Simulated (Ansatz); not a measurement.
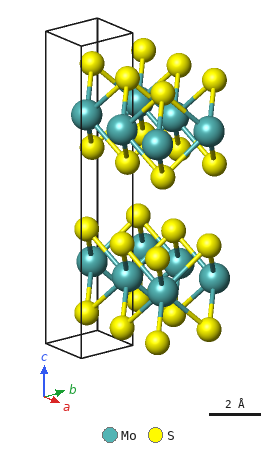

A crystal of MoS2 (built on the 2H (MoS2) bulk type), before the relaxation. Style: ball-and-stick. Shown: the cell of the calculation, repeated 3 × 2 × 1 with one cell outlined, slightly off an axis.

Level of theory: DFT, PBE-D3(BJ), plane waves, PAW (Ansatz 0.2.0).

Input
```yaml
crystal:
  lattice:
    - [3.46818458, 0.0, 0.0]
    - [-1.73409229, 3.0035359513, 0.0]
    - [0.0, 0.0, 12.60751792]
  atoms:
    - { symbol: Mo, position: [0.3333333333, 0.6666666667, 0.25] }
    - { symbol: Mo, position: [0.6666666667, 0.3333333333, 0.75] }
    - { symbol: S, position: [0.6666666667, 0.3333333333, 0.3842952269] }
    - { symbol: S, position: [0.6666666667, 0.3333333333, 0.1157047731] }
    - { symbol: S, position: [0.3333333333, 0.6666666667, 0.8842952269] }
    - { symbol: S, position: [0.3333333333, 0.6666666667, 0.6157047731] }
kpoints:
  mp_grid: { grid: [12, 12, 2] }
hamiltonian:
  xc: pbe
  dispersion: d3bj
scf:
  occupations: { method: fermi_dirac, width: 0.02 }
relax:
  f_tol: 0.005
  cell: {}
```

Run as
```bash
ansatz run input.yaml --threads 2 --pin off --max-ram 20275MiB --backend cpu --events-out ev --progress --plain --runs-dir out
```

Predict the outcome.

Answer. The energy falls by 2.920 eV per cell of the calculation in 5 accepted moves (6 points after the start). Largest force component: 2.8 eV/Å at the start, 0.00072 eV/Å at the end. Pressure: −23.45 GPa at the start and 0.02 GPa at the end. The SCF was repeated once at an unchanged geometry on a basis and grid sized afresh for the cell, which shifted the energy by 2.5 meV per cell of the calculation at most. The largest moves relative to the cell, 0.058 Å, are those of S3, S4, S5 and S6. S3 goes along −c. Mo stays in place. The volume changes by −20.9 %, with a = b 3.468 → 3.149 Å (−9.2 %), c 12.608 → 12.089 Å (−4.1 %). Some distances before and after: Mo1–S3 2.622 → 2.399 Å. The space group stays P6_3/mmc (No. 194). The run took 16 s on 2 threads of AMD EPYC 7R13 Processor (Zen 3) (shared host), peak memory 0.68 GiB.

The structure at the end:

```xyz
6
Lattice="3.1491 0.0000 0.0000 -1.5746 2.7272 0.0000 0.0000 0.0000 12.0887" Properties=species:S:1:pos:R:3 pbc="T T T"
Mo    0.0000    1.8182    3.0222
Mo    1.5746    0.9091    9.0665
S     1.5746    0.9091    4.5880
S     1.5746    0.9091    1.4563
S     0.0000    1.8182   10.6323
S     0.0000    1.8182    7.5007
```

The end point in the same view:

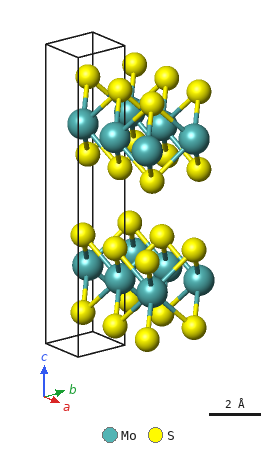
